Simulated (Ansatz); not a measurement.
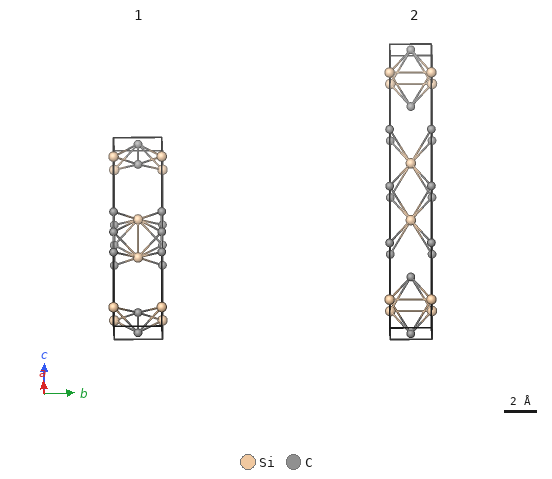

Two geometries of crystalline Si₂C₃ (a generated structure, set up in I4/mmm) (coarse preliminary run), drawn at one scale. One is the start of a relaxation, the other its converged end. A ball-and-stick model of the conventional cell (2 times the calculation's cell), seen from a free direction. Lengths and directions refer to the drawn axes.

The calculation used DFT PBE, scalar-relativistic, plane waves, PAW (Ansatz). Set-up: plane-wave cutoff 420 eV; k-point mesh 8 × 8 × 8; occupations gaussian; smearing width 0.1 eV; no spin polarisation; cell and atoms relaxed; force threshold 0.04 eV/Å; at most 70 steps.

Which of the two is the end point?

Answer. Structure 1 is the relaxed one. After 24 accepted moves (27 points after the start) the energy has fallen by 1941 meV per atom. The largest force component goes from 0.35 to 0.01 eV/Å. Pressure: −21.74 GPa at the start and 0.04 GPa at the end. The line search rejected the trial step at point 14 of the run. The SCF was repeated twice at an unchanged geometry on a basis and grid sized afresh for the cell, which shifted the energy by 15.0 meV per atom at most. The largest moves relative to the cell, 1.17 Å, are those of C atoms. By element the largest moves are C 1.17 Å, Si 0.01 Å. Cell: a = b 2.690 → 3.107 Å (+15.5 %), c 19.023 → 12.638 Å (−33.6 %). Volume −11.4 %. Near-neighbour distances that change, for instance: C–C 3.805 → 1.355 Å, Si–Si 3.805 → 2.546 Å, C–Si 2.690 → 2.198 Å, Si–Si 2.690 → 3.107 Å. New bonds form, among them: C–C (3.80 → 1.35 Å). The space group stays I4/mmm (No. 139).

Limits of the set-up: layers or molecules are held without a dispersion correction, so their spacing is unreliable.
